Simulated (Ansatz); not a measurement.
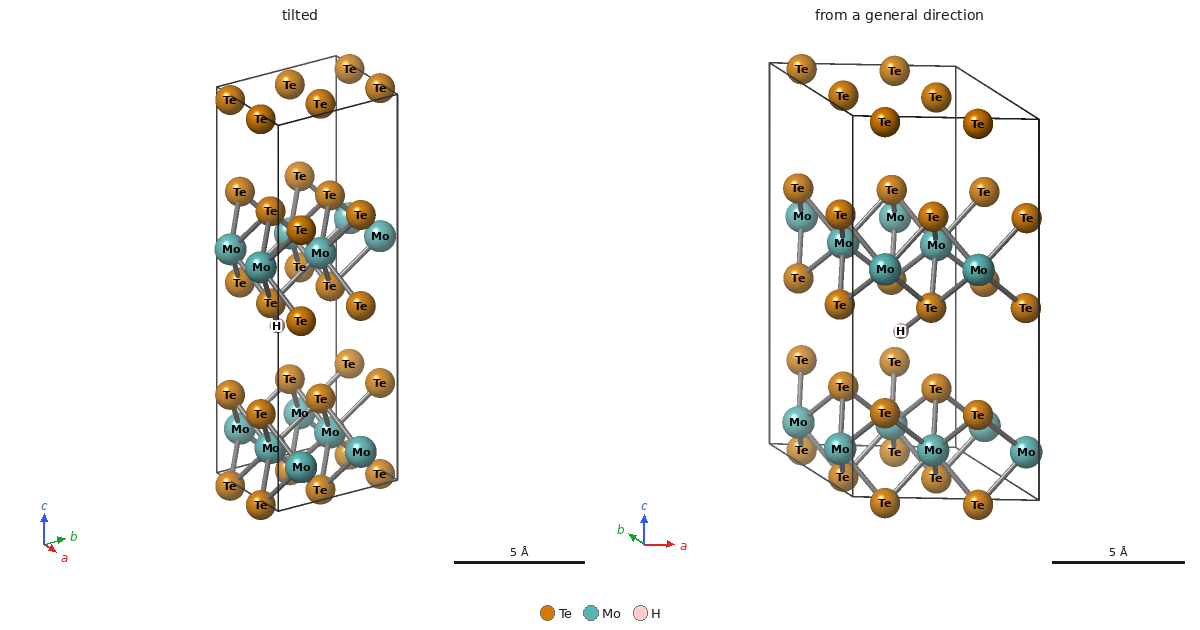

A ball-and-stick rendering, viewed slightly off an axis and from a general direction. The parallelepiped is the supercell. The host is Te₂Mo, in a cell of 24 sites, and the cell is neutral.

**What defect is present?**

An interstitial hydrogen atom. It is bonded to one Te at about 1.8 Å.

Theory: DFT PBE, scalar-relativistic, plane waves, PAW (Ansatz 0.2.0). Numerical settings: plane waves up to 420 eV, 2×2×2 k-mesh, Gaussian smearing of 0.01 eV, collinear spins.

**Does a spin moment come with the defect?**

Yes, 0.5 μB in the cell.

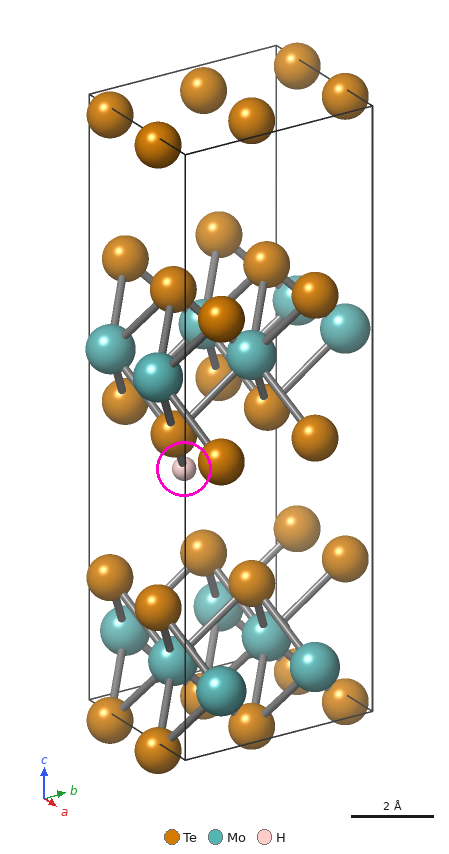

The same cell with a ring at the defect's site.

The atoms were relaxed in the host's cell with DFT PBE, scalar-relativistic, plane waves, PAW (Ansatz).
